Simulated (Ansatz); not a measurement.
Single-point calculation of Al

- system: Al (Fm-3m, 2 atoms in the cell)
- method: DFT, LDA, PAW with Ansatz's default frozen-core files, scalar-relativistic, no spin polarisation (Ansatz 0.2.0)

It belongs to a series of runs on one base structure; here: bulk in the slab's orientation, PAW files. Figures and captions count atoms from 1; the log counts them from 0 in places.

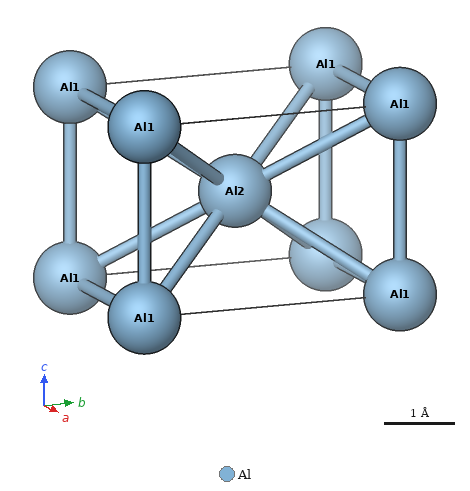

Figure 1. The structure (ball-and-stick view of the cell of the calculation, seen slightly off an axis; atoms are numbered from 1 in the order of the input). Near neighbours in the crystal (not all of them lie inside the picture): Al has 12 Al at 2.82 Å.

**Input**
```yaml
crystal:
  lattice:
    - [-1.9915896829, 1.9915896829, 0.0]
    - [0.0, 0.0, 3.9831793658]
    - [1.9915896829, 1.9915896829, 0.0]
  atoms:
    - { symbol: Al, position: [0.0, 0.0, 0.0] }
    - { symbol: Al, position: [0.5, 0.5, 0.5] }
kpoints:
  mp_grid: { grid: [14, 10, 14] }
scf:
  occupations: { method: fermi_dirac, width: 0.08 }
hamiltonian:
  xc: lda
  pseudopotentials: { kind: paw }
output:
  forces: true
  stress: true
  eigenvalues: true
```

Run as:
```bash
ansatz run input.yaml --threads 2 --pin off --max-ram 4096MiB --backend cpu --events-out ev --progress --plain --runs-dir out
```

**Log**
```
Engine: ansatz 0.2.0, x86_64-unknown-linux-gnu
Pseudopotentials: kind: paw
Pseudopotential: Al, paw, valence charge 3, recommended cutoff 420 eV (normal), Al.paw.azcp
Functional definition: SPW92
  exchange = slater_x
  correlation = pw_c
Crystal: 2 atoms, lattice volume = 31.598 Å³
Basis set: ecut = 420 eV, 633 PW (Γ)
Bands: 7, of which v1, the nominal top of the filled ones, is band 3 counted from 1 (2 counted from 0)
Symmetry: 32 space group operations
Space group: Fm-3m (ITA 225), of the structure as read, at distance tolerance 3.2e-5 Å
k-points: 216 of 1960
Non-local potential: Al, projectors of the file, l = 0: 2, l = 1: 2, l = 2: 1
PAW form: soft (Blöchl's): semilocal exchange-correlation on the pseudo side does not see the compensation charge
PAW frozen core: Al, regenerated for the run's functional, and the local potential with it (the file was generated under x = pbe(κ = 0.804, μ = 0.2195149727645171), c = pbe(β = 0.06672455060314922))
PAW one-centre angular grid: Al, 110 points (default); XC on 64 Gauss nodes
Initial density: superposition of atomic densities (neutral atoms: chi_scale 0, normalization atom), corrected by the library's trained network
Initial wavefunctions: pseudopotential atomic-orbital guess
Functional: x = slater, c = lda
SCF iter   1: F=—  HF=-1025.761137 eV  |F-HF|=—  |Δ(HF+E_count)|=         —  Δρ=3.41e-3  dr2=3.41e-3  ethr=1.77e-3  ⟨swp⟩=5.2  Hψ=12397  notcnv=0
preconditioner: auto → none  [metal: Δε(μ)=0.021 eV  Ē_g=9.204 eV  σ=0.080 eV  W_gap=0.07  n_scr=2 (ndim 8)  ℏωp=16.2 eV  f_vac=0.000  D(μ)=0.84/eV (n_scr^D=2)  sad-step TF]
SCF iter   2: F=—  HF=-1025.760249 eV  |F-HF|=—  |Δ(HF+E_count)|=   8.88e-4  Δρ=2.10e-3  dr2=1.36e-3  ethr=5.69e-5  ⟨swp⟩=1.0  Hψ=3240  notcnv=0
SCF iter   3: F=—  HF=-1025.759675 eV  |F-HF|=—  |Δ(HF+E_count)|=   5.74e-4  Δρ=1.01e-4  dr2=2.59e-6  ethr=2.26e-5  ⟨swp⟩=2.0  Hψ=2126  notcnv=0
SCF iter   4: F=—  HF=-1025.759672 eV  |F-HF|=—  |Δ(HF+E_count)|=   3.08e-6  Δρ=5.42e-6  dr2=8.26e-9  ethr=4.32e-8  ⟨swp⟩=1.3  Hψ=1645  notcnv=0
iter 5 did not close the SCF: its close was put off for the readings that it lacked (scf_convergence_deferred on its scf_iter line)
SCF iter   5: F=-1025.759672 eV  HF=-1025.759672 eV  |F-HF|=9.09e-12  |Δ(HF+E_count)|=   4.82e-9  Δρ=2.36e-7  dr2=1.10e-11  ethr=1.38e-10  ⟨swp⟩=2.3  Hψ=2184  notcnv=0
SCF iter   6: F=-1025.759672 eV  HF=-1025.759672 eV  |F-HF|=0.00e0  |Δ(HF+E_count)|=  7.05e-12  Δρ=2.18e-8  dr2=1.05e-13  ethr=1.00e-12  ⟨swp⟩=1.3  Hψ=4035  notcnv=0
SCF 1 converged in 6 iterations: F = -1025.759672 eV  dr2 = 1.05e-13
  greatest PAW one-centre occupation: 0.457 electrons in one spin orbital (limit 2), on the Al atom at site 1 (counted from 0), in its partial waves of l = 0
```

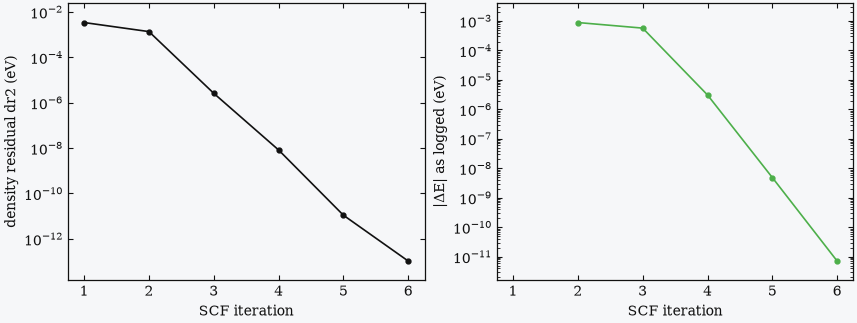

Figure 2. Convergence of the self-consistent field: density residual dr2 and size of the energy change against the SCF iteration. The residual falls at every step.

```
SCF converged after 6 iterations
Free energy (F): -1025.759672 eV
Harris-Foulkes:  -1025.759672 eV  (|F-HF|=0.00e0)
Internal energy: -1025.742165 eV  (E = F + TS)
E sigma→0 (E₀):  -1025.750918 eV
Entropy (-TS):   -0.017507 eV (-8.754 meV/atom)
Fermi energy:    8.201560 eV
--- Per-component energies (eV) ---
  E_band       = 22.014308
  E_kinetic    = 47.021694
  E_local      = 19.906035  (includes V_loc(G=0)·N_el)
  E_nonlocal   = 22.051822
  E_hartree    = 0.214492
  E_xc         = -79.241844
  E_vxc        = -59.314943  (∫ρ·V_xc dr)
  E_paw        = -886.632618  (= ΣΔE_a)
  E_vpaw       = -8.079276  (= ΣTr[D̂ρ^β])
  E_aug_tail   = -0.000008  (compensation charges beyond the density's cutoff)
  E_ewald      = -149.173171
  E_core_change = 0.111433  (= ΣΔE_core)
  E_smearing   = -0.017507  (= −TS)
  E_closure    = 0.000000  (closes the sum)
  Σ components = -1025.759672   (vs F -1025.759672, Δ=0.00e0)
--- Forces (eV/Å), atoms counted from 1 ---
  atom   1  Al    -0.00000000    -0.00000000     0.00000000
  atom   2  Al    -0.00000000     0.00000000     0.00000000
  max |Σ_I F_I| component: 1.33e-31 eV/Å
--- Stress (GPa, compression-positive) ---
        0.241825       0.000000      -0.000000
        0.000000       0.241825       0.000000
        0.000000       0.000000      -0.521778
  P = ⅓ Tr σ = -0.0127 GPa (-0.127 kbar)
--- Band table (eV; the first three rows and the last of 216) ---
  k-point 0: bands = ["-3.2048", "5.1984", "6.5655", "13.4618", "13.9378", "13.9378", "17.5350"]
  k-point 1: bands = ["-3.1099", "5.2844", "6.6565", "11.8048", "14.0174", "14.9858", "18.3741"]
  k-point 2: bands = ["-2.8255", "5.5429", "6.9236", "9.8094", "14.2567", "15.6493", "17.5882"]
  k-point 215: bands = ["7.3131", "7.3131", "7.3131", "7.3131", "8.3240", "8.3240", "9.4289"]
```

**Summary**

| quantity | value |
| --- | --- |
| outcome | converged |
| space group (tolerance 0.01 Å) | Fm-3m (225) |
| electrons treated | 6 |
| free energy | −1025.7597 eV |
| Fermi energy | 8.202 eV |
| pressure | −0.01 GPa |
| largest force (length of the vector) | under 0.001 eV/Å |
| hardware | 2 threads of Intel Xeon (Granite Rapids), 32 GiB of memory available, shared host |
| wall time | 0.78 s (CPU time 1.4 s) |
| peak memory | 0.35 GiB |
